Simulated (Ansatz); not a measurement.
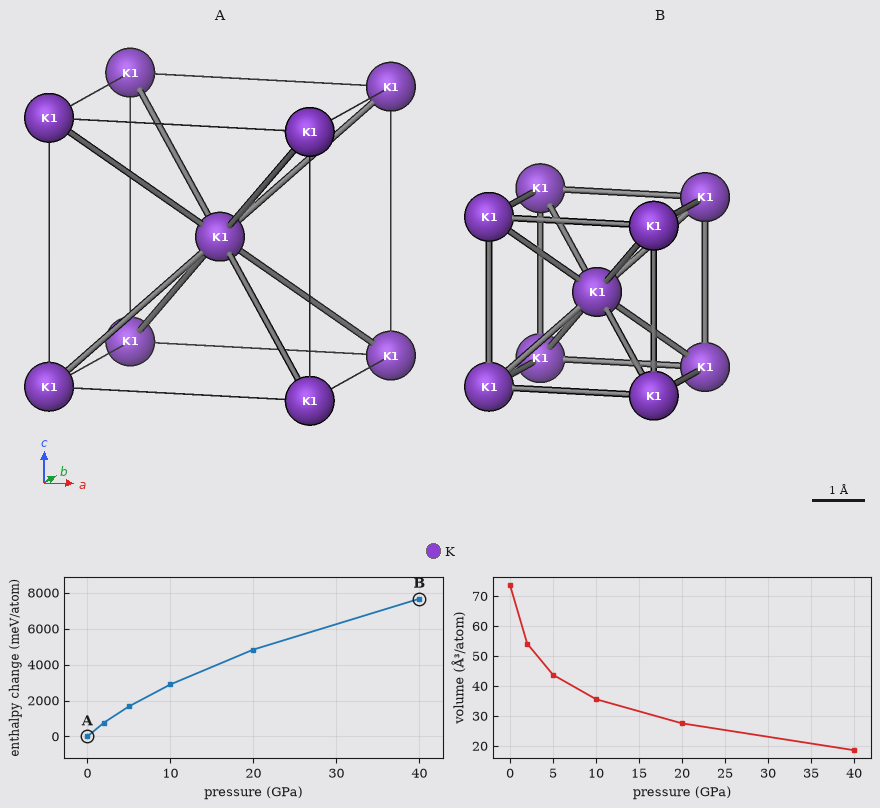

Members of a series of calculations on solid K (set up in Im-3m), marked on the first curve. A ball-and-stick model of the conventional cell (2 times the calculation's cell), seen slightly off an axis. Lengths and directions refer to the drawn axes.

Level of theory: DFT PBE, scalar-relativistic, plane waves, PAW (Ansatz 0.2.0). (plane-wave cutoff 420 eV; occupations gaussian; smearing width 0.1 eV; no spin polarisation) The k-mesh is chosen for each cell (12×12×12, 14×14×14, 16×16×16).

### Describe the series.

The structure is relaxed at several pressures. A (pressure 0.0 GPa): enthalpy change 0.0 meV/atom, volume 73.71 Å³ per atom. B (pressure 40.0 GPa): enthalpy change 7665 meV/atom, volume 18.59 Å³ per atom. The rest compares A with B. Cell: a = b = c 5.283 → 3.338 Å (−36.8 %). Volume −74.8 %. Some distances before and after: K–K 5.283 → 3.338 Å, K–K 4.575 → 2.891 Å.
